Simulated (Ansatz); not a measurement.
## Energy of Ga$_{3}$Se along an even scaling of the cell

System: Ga$_{3}$Se (4 atoms in the cell).
Method: Kohn-Sham DFT of a periodic cell, PBE, Ansatz PAW, no spin polarisation (Ansatz 0.2.0).

The 6 runs differ only in the geometry, by an even scaling of the cell at fixed fractional positions. The structure derives from a Materials Project entry.

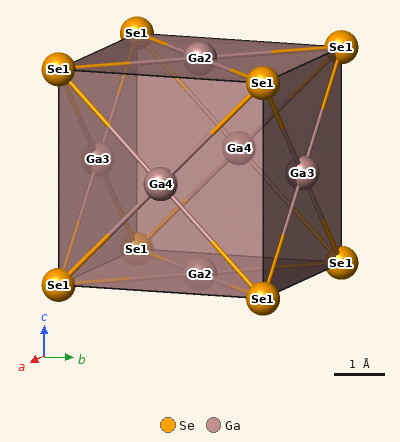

Figure 1. The structure of run 4 (polyhedral view of the cell of the calculation, seen slightly off an axis; polyhedra are completed across the faces of the cell; atoms are numbered from 1 in the order of the input).

## Input of run 4
```yaml
crystal:
  lattice:
    - [4.432465, 0.0, 0.0]
    - [0.0, 4.432465, 0.0]
    - [0.0, 0.0, 4.432465]
  atoms:
    - { symbol: Se, position: [0.0, 0.0, 0.0] }
    - { symbol: Ga, position: [0.5, 0.5, 0.0] }
    - { symbol: Ga, position: [0.5, 0.0, 0.5] }
    - { symbol: Ga, position: [0.0, 0.5, 0.5] }
hamiltonian:
  xc: pbe
  pseudopotentials: { kind: paw }
kpoints:
  mp_grid: { grid: [6, 6, 6] }
scf:
  occupations: { method: fermi_dirac, width: 0.05 }
output:
  forces: true
  stress: true
  eigenvalues: true
```

Command:
```bash
ansatz run input.yaml --threads 2 --pin off --max-ram 5120MiB --backend cpu --events-out ev --progress --plain --runs-dir out
```

Run 3 differs from it as follows:
```diff
-    - [4.432465, 0.0, 0.0]
-    - [0.0, 4.432465, 0.0]
-    - [0.0, 0.0, 4.432465]
+    - [4.4027160164, 0.0, 0.0]
+    - [0.0, 4.4027160164, 0.0]
+    - [0.0, 0.0, 4.4027160164]
```

## Results, with one run withheld

```csv
run,volume per atom (Å³),"free energy per atom, from the lowest run given (meV)",pressure (GPa)
1,20.465,5.64,2.12
2,20.900,1.29,1.11
3,21.335,?,?
4,21.771,0.00,−0.57
5,22.206,2.50,−1.26
6,22.642,6.77,−1.87
```

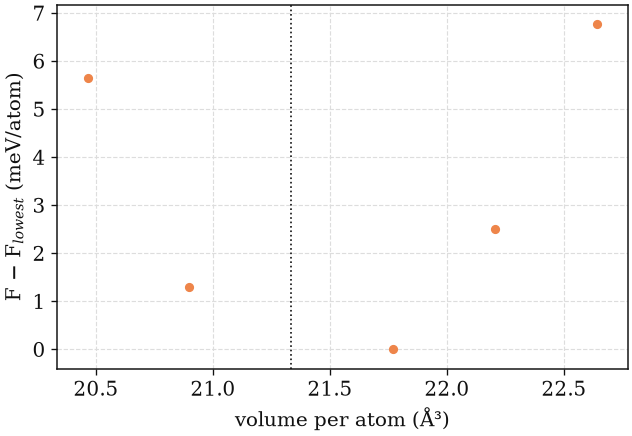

Figure 2. Free energy per atom of the runs given; the dotted line marks run 3.

Estimate the energy of run 3 from the others.

A cubic polynomial in V^(−2/3) (the Birch–Murnaghan form), fitted to the 5 runs given, misses them by under 0.01 meV per atom. With x = V^(−2/3) − 0.12905 Å⁻², it reads F = −0.48954 − 339.44 x + 3.5503e+05 x² + 1.6145e+06 x³ (meV per atom). At run 3 it gives −0.49 meV per atom, and the run itself gives −0.49. The slope of the fit gives a pressure −dF/dV of 0.22 GPa there, and the run prints 0.22 GPa. The fit has its minimum at 21.452 Å³ per atom, where V d²F/dV² gives 39.8 GPa: the bulk modulus at this level, since symmetry fixes the shape and the positions.

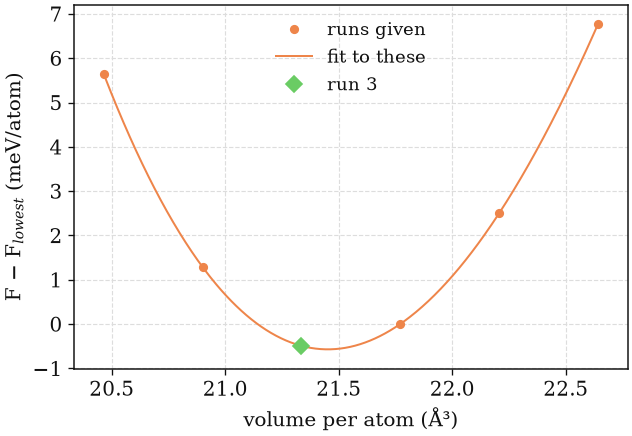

Figure 3. The fit and the withheld run.

## Output, shortened to warnings, some set-up lines, iterations and results (run 3)
```
Basis set: ecut = 420 eV, 1743 PW (Γ), exchange–correlation on 60×60×60 points (8 copies of the dense FFT grid, shifted against one another)
Symmetry: 48 space group operations
k-points: 20 of 216
Initial density: superposition of atomic densities (neutral atoms: chi_scale 0, normalization atom), corrected by the library's trained network
[...]
SCF iter   1: F=—  HF=-16818.332837 eV  |F-HF|=—  |Δ(HF+E_count)|=         —  Δρ=7.03e-4  dr2=2.01e-4  ethr=1.77e-3  ⟨swp⟩=6.5  Hψ=2468  notcnv=0
SCF iter   2: F=—  HF=-16818.331846 eV  |F-HF|=—  |Δ(HF+E_count)|=   9.92e-4  Δρ=3.90e-4  dr2=7.27e-5  ethr=3.66e-7  ⟨swp⟩=2.1  Hψ=1357  notcnv=0
SCF iter   3: F=—  HF=-16818.331845 eV  |F-HF|=—  |Δ(HF+E_count)|=   8.36e-7  Δρ=2.33e-4  dr2=2.65e-5  ethr=1.32e-7  ⟨swp⟩=2.0  Hψ=1094  notcnv=0
SCF iter   4: F=—  HF=-16818.331882 eV  |F-HF|=—  |Δ(HF+E_count)|=   3.73e-5  Δρ=1.10e-4  dr2=6.45e-6  ethr=4.83e-8  ⟨swp⟩=2.0  Hψ=779  notcnv=0
SCF iter   5: F=—  HF=-16818.331890 eV  |F-HF|=—  |Δ(HF+E_count)|=   8.25e-6  Δρ=4.13e-5  dr2=8.66e-7  ethr=1.17e-8  ⟨swp⟩=2.0  Hψ=782  notcnv=0
SCF iter   6: F=-16818.331890 eV  HF=-16818.331890 eV  |F-HF|=1.36e-7  |Δ(HF+E_count)|=   6.27e-8  Δρ=1.38e-5  dr2=8.94e-8  ethr=1.82e-10  ⟨swp⟩=4.2  Hψ=2865  notcnv=0
SCF 1 converged in 6 iterations: F = -16818.331890 eV  dr2 = 8.94e-8
SCF converged after 6 iterations
Free energy (F): -16818.331890 eV
Harris-Foulkes:  -16818.331890 eV  (|F-HF|=1.36e-7)
Internal energy: -16818.321682 eV  (E = F + TS)
E sigma→0 (E₀):  -16818.326786 eV
Entropy (-TS):   -0.010208 eV (-2.552 meV/atom)
Fermi energy:    8.923046 eV
--- Per-component energies (eV) ---
  E_band       = -512.849774
  E_kinetic    = 458.570709
  E_local      = -7771.816588  (includes V_loc(G=0)·N_el)
  E_nonlocal   = 668.035219
  E_hartree    = 3696.544414
  E_xc         = -312.111334
  E_vxc        = -271.602669  (∫ρ·V_xc dr)
  E_paw        = -7862.526995  (= ΣΔE_a)
  E_vpaw       = -989.093488  (= ΣTr[D̂ρ^β])
  E_aug_tail   = -0.000962  (compensation charges beyond the density's cutoff)
  E_ewald      = -5695.016144
  E_smearing   = -0.010208  (= −TS)
  E_closure    = 0.000000  (closes the sum)
  Σ components = -16818.331890   (vs F -16818.331890, Δ=0.00e0)
--- Forces (eV/Å), atoms counted from 1 ---
  atom   1  Se    -0.00000000     0.00000000    -0.00000000
  atom   2  Ga     0.00000000    -0.00000000    -0.00000000
  atom   3  Ga    -0.00000000    -0.00000000     0.00000000
  atom   4  Ga     0.00000000     0.00000000     0.00000000
  max |Σ_I F_I| component: 2.76e-29 eV/Å
--- Stress (GPa, compression-positive) ---
        0.219467       0.000000       0.000000
        0.000000       0.219467       0.000000
        0.000000       0.000000       0.219467
  P = ⅓ Tr σ = 0.2195 GPa (2.195 kbar)
```
